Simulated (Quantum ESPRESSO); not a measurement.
## Energy of ZnSe along an even scaling of the cell

System: ZnSe (F-43m, 2 atoms in the cell).
Method: Kohn-Sham DFT of a periodic cell, PBE, SSSP 1.3 efficiency PBE, no spin polarisation (Quantum ESPRESSO 7.5).

The 7 runs differ only in the geometry, by an even scaling of the cell at fixed fractional positions. The structure derives from an entry of the Crystallography Open Database.

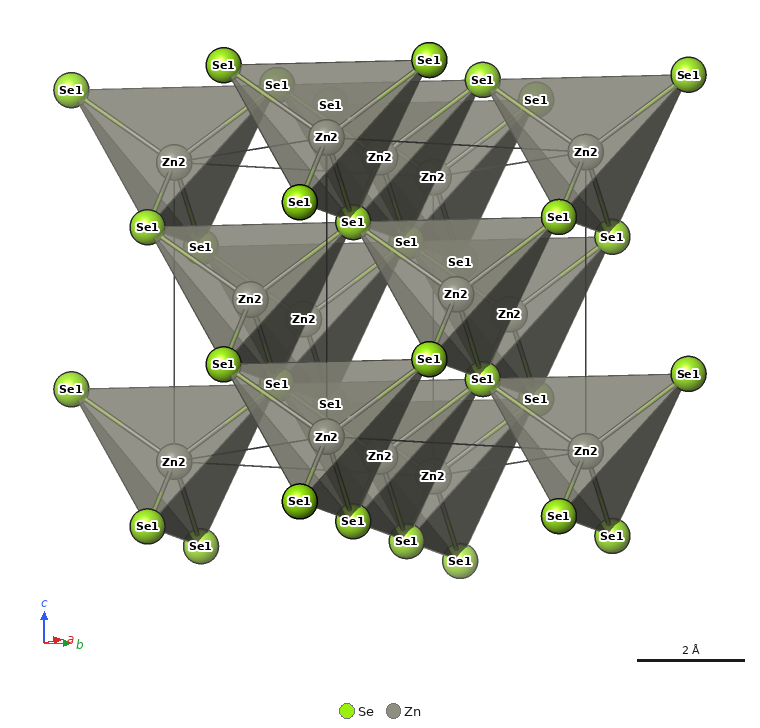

Figure 1. The structure of run 4 (polyhedral view of the cell 4 times as large as that of the calculation, set on its symmetry axes, seen at an oblique angle; polyhedra are completed across the faces of the cell; atoms are numbered from 1 in the order of the input).

**The input of run 4**
```
&CONTROL
  calculation = 'scf'
  prefix = 'pwscf'
  outdir = './tmp'
  pseudo_dir = './pseudo'
  tprnfor = .true.
  tstress = .true.
  disk_io = 'low'
/
&SYSTEM
  ibrav = 0
  nat = 2
  ntyp = 2
  ecutwfc = 55
  ecutrho = 440
  nbnd = 20
  occupations = 'smearing'
  smearing = 'fd'
  degauss = 0.00367493
/
&ELECTRONS
  conv_thr = 4d-10
  electron_maxstep = 120
  mixing_beta = 0.5
/
ATOMIC_SPECIES
Se    78.9710 Se_pbe_v1.uspp.F.UPF
Zn    65.3800 Zn_pbe_v1.uspp.F.UPF
CELL_PARAMETERS angstrom
   0.0000000000    2.8338000000    2.8338000000
   2.8338000000    0.0000000000    2.8338000000
   2.8338000000    2.8338000000    0.0000000000
ATOMIC_POSITIONS crystal
Se     0.7500000000    0.7500000000    0.7500000000
Zn     0.0000000000    0.0000000000    0.0000000000
K_POINTS automatic
8 8 8 0 0 0
```

**File pp_density.in of run 4**
```
&INPUTPP
  prefix = 'pwscf'
  outdir = './tmp'
  filplot = 'density.dat'
  plot_num = 0
/
&PLOT
  nfile = 1
  filepp(1) = 'density.dat'
  iflag = 3
  output_format = 6
  fileout = 'density.cube'
/
```

**File pp_potential.in of run 4**
```
&INPUTPP
  prefix = 'pwscf'
  outdir = './tmp'
  filplot = 'potential.dat'
  plot_num = 11
/
&PLOT
  nfile = 1
  filepp(1) = 'potential.dat'
  iflag = 3
  output_format = 6
  fileout = 'potential.cube'
/
```

Command:
```bash
OMP_NUM_THREADS=1 pw.x -in pw.in > pw.out
OMP_NUM_THREADS=1 pp.x -in pp_density.in > pp_density.out
OMP_NUM_THREADS=1 pp.x -in pp_potential.in > pp_potential.out
```

Lattice vectors (Å) and fractional positions of run 4:
```
   0.000000    2.833800    2.833800
   2.833800    0.000000    2.833800
   2.833800    2.833800    0.000000
Se  0.750000  0.750000  0.750000
Zn  0.000000  0.000000  0.000000
```

Run 6 has the same physical settings and fractional positions; its lattice vectors (Å) are:
```
   0.000000    2.871091    2.871091
   2.871091    0.000000    2.871091
   2.871091    2.871091    0.000000
```

**Results, with one run withheld**

| run | volume per atom (Å³) | free energy per atom, from the lowest run given (meV) | pressure (GPa) | gap on the mesh (eV) |
| --- | --- | --- | --- | --- |
| 1 | 21.391 | 42.43 | 6.86 | 1.54 |
| 2 | 21.846 | 25.25 | 5.12 | 1.45 |
| 3 | 22.301 | 12.78 | 3.57 | 1.36 |
| 4 | 22.757 | 4.50 | 2.16 | 1.28 |
| 5 | 23.212 | 0.00 | 0.90 | 1.20 |
| 6 | 23.667 | ? | ? | ? |
| 7 | 24.122 | 0.87 | −1.25 | 1.06 |

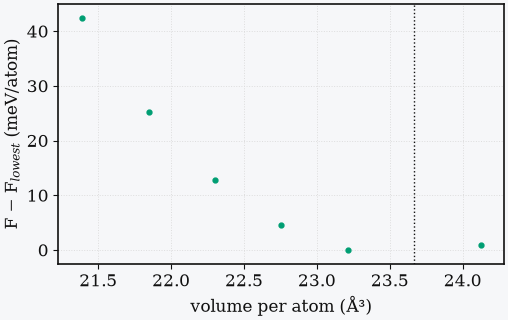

Figure 2. Free energy per atom of the runs given; the dotted line marks run 6.

Estimate the energy of run 6 from the others.

A cubic polynomial in V^(−2/3) (the Birch–Murnaghan form), fitted to the 6 runs given, misses them by at most 0.01 meV per atom. With x = V^(−2/3) − 0.12519 Å⁻², it reads F = 7.3051 + 4661.1 x + 6.4945e+05 x² + 1.4107e+06 x³ (meV per atom). At run 6 it gives −1.09 meV per atom, and the run itself gives −1.09. The slope of the fit gives a pressure −dF/dV of −0.17 GPa there, and the run prints −0.23 GPa. The two needn't agree exactly: the fit is approximate, and the printed stress is taken on a finite basis. The fit has its minimum at 23.595 Å³ per atom, where V d²F/dV² gives 56.6 GPa: the bulk modulus at this level, since symmetry fixes the shape and the positions. The gap on the mesh goes, without turning, from 1.54 eV in run 1 to 1.06 eV in run 7; run 6 has 1.13 eV. These are gaps of this functional on this mesh, which can miss the band edges; they aren't the measured gap.

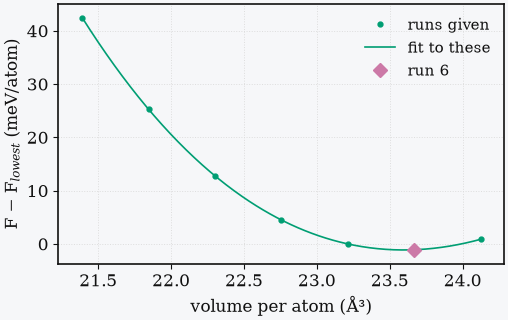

Figure 3. The fit and the withheld run.

**Some lines of the output (run 6)**
```
[...]
     unit-cell volume          =     319.4240 (a.u.)^3
     number of k points=    29  Fermi-Dirac smearing, width (Ry)=  0.0037
     total energy              =    -505.24037405 Ry
     total energy              =    -505.25727930 Ry
     total energy              =    -505.26133928 Ry
     total energy              =    -505.26145524 Ry
     total energy              =    -505.26147633 Ry
     total energy              =    -505.26147917 Ry
     total energy              =    -505.26147925 Ry
     the Fermi energy is     6.4451 ev
!    total energy              =    -505.26147925 Ry
     The total energy is F=E-TS. E is the sum of the following terms:
     Computing stress (Cartesian axis) and pressure
          total   stress  (Ry/bohr**3)                   (kbar)     P=       -2.28
```
